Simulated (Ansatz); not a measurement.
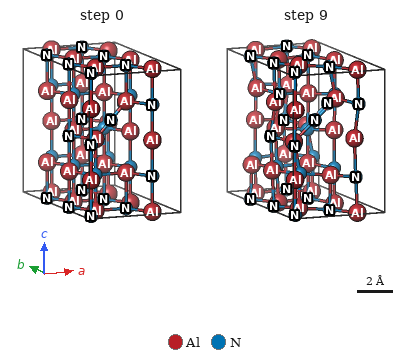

The structure of a defect cell of composition Al$_{12}$N$_{11}$ (started half-way along a vacancy jump, in the symmetry of that start) before (left) and after (right) a relaxation, at one scale.

A ball-and-stick model of the conventional cell (2 times the calculation's cell) (origin shifted), seen slightly off an axis. Lengths and directions refer to the drawn axes.

Computed with Ansatz, DFT PBE, scalar-relativistic, plane waves, PAW. Settings: plane-wave cutoff 420 eV; k-point mesh 6 × 6 × 2; occupations gaussian; smearing width 0.05 eV; no spin polarisation; atoms relaxed in a fixed cell; force threshold 0.02 eV/Å; at most 60 steps.

Q: Summarise the run.

A: The energy falls by 5.953 eV per cell of the calculation in 8 accepted moves (9 points after the start). The largest force component goes from 15 to 0.015 eV/Å. The line search rejected the trial step at point 5 of the run. The largest moves, 0.38 Å, are those of Al atoms. Largest moves by element: Al 0.38 Å, N 0.17 Å. The lattice vectors keep their values. Some distances before and after: Al–N 1.418 → 1.764 Å, Al–N 2.093 → 1.928 Å, Al–N 2.093 → 2.253 Å, Al–N 2.093 → 1.995 Å. Bond angles that change, for instance: Al–N–Al 90.0° → 107.8°, N–Al–N 120.0° → 137.2°, N–Al–N 137.6° → 120.6°.

Limits of the set-up: the cell has an odd number of electrons but was run without spin polarisation; the k-point mesh is coarse for a cell with partly filled bands; the periodic images lie only 5.7 Å apart, so the values are limited by the cell's size.
